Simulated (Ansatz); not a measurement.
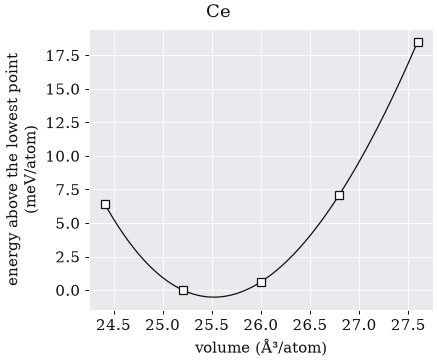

The picture above shows the energy above the lowest point against volume for Ce, space group Fm-3m (No. 225) (one of a set of cubic test structures, which need not be the stable phase).

Computed with Ansatz 0.2.0 development build: equation of state of a cubic crystal from periodic Kohn-Sham density functional theory without spin, third-order Birch-Murnaghan fit to the free energies; pressure corrected for the finite basis. Level: r2SCAN.

structure type fcc; atoms in cell 1; space group number 225; lattice centring face-centred primitive; k mesh 12×12×12; occupation method Fermi–Dirac; occupation width 0.1 eV; wave cutoff 260 eV; datasets all-electron datasets; density tolerance 1e−09 eV; bands 18; density cutoff ratio 7; dirac inner shells no; nucleus point; search for lower states default.

From this curve and the settings, what does the calculation give for the pressure at the same points?

The pressure falls from 2.089 GPa at volume 24.41 Å³/atom to −2.726 GPa at 27.59 Å³/atom, and changes sign near 25.54 Å³/atom.

```tsv
volume (Å³/atom)	pressure (GPa)
24.41	2.089
25.21	0.540
26.00	-0.750
26.80	-1.829
27.59	-2.726
```

Note: modest k-mesh, values are not fully converged in k; open f shell treated without spin; open f shell, state may not be the lowest.
